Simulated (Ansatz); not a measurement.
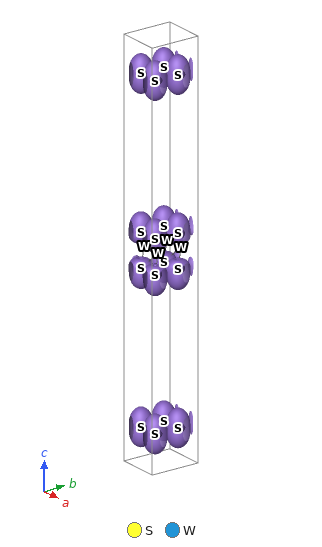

Figure 1: WS₄ (slab). Isosurface of the electron localisation function at 0.7 (purple), seen slightly off an axis. Core shells and regions of very low density are left out. Sticks mark near contacts.

The calculation used DFT r2SCAN, scalar-relativistic, plane waves, PAW (Ansatz).

In a PAW calculation such maps are meaningful between the atoms, not at the nuclei.

What do the ELF domains correspond to?

Answer. At this value the surface marks out four regions wrapped around S (the valence shell of each), counted in one cell of 5 atoms. Counts are for one cell; the picture repeats the cell along the surface. Along the contacts the grid gives the following. W–S (2.41 Å): the ELF peaks at about 0.85 in the valence shell of S, 0.8 Å from its nucleus, and is about 0.50 at the midpoint.

Metal or insulator at this level of theory?

Answer. It is gapless in this calculation (a metal or semimetal).
